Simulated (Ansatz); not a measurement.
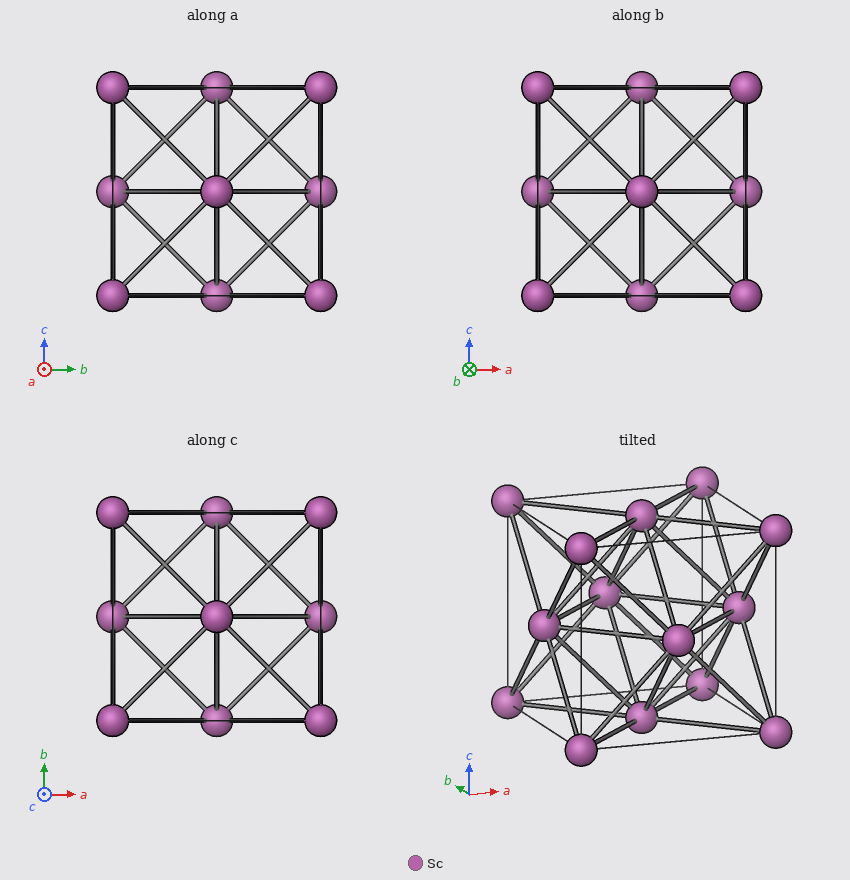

Shown here is a ball-and-stick view of the crystal, taken along the a axis, along the b axis, along the c axis and slightly off an axis. The conventional unit cell is outlined; an atom on or near a face, edge or corner is repeated at each equivalent position.

Lattice parameters: a = 4.590 Å, b = 4.590 Å, c = 4.590 Å, α = 90.00°, β = 90.00°, γ = 90.00°. Put a along x and b in the xy plane.

Give the structure in the form of a POSCAR file.

Answer.
```
Sc
1.0
     4.590    0.000    0.000
     0.000    4.590    0.000
     0.000    0.000    4.590
Sc
4
Direct
  0.0000 0.0000 0.0000
  0.0000 0.5000 0.5000
  0.5000 0.0000 0.5000
  0.5000 0.5000 0.0000
```

It derives from a structure type filled with this element by a generator (whether the element takes this form wasn't checked). Earlier steps of the study may have refined or changed the cell and positions. It was run through Ansatz as a DFT input.
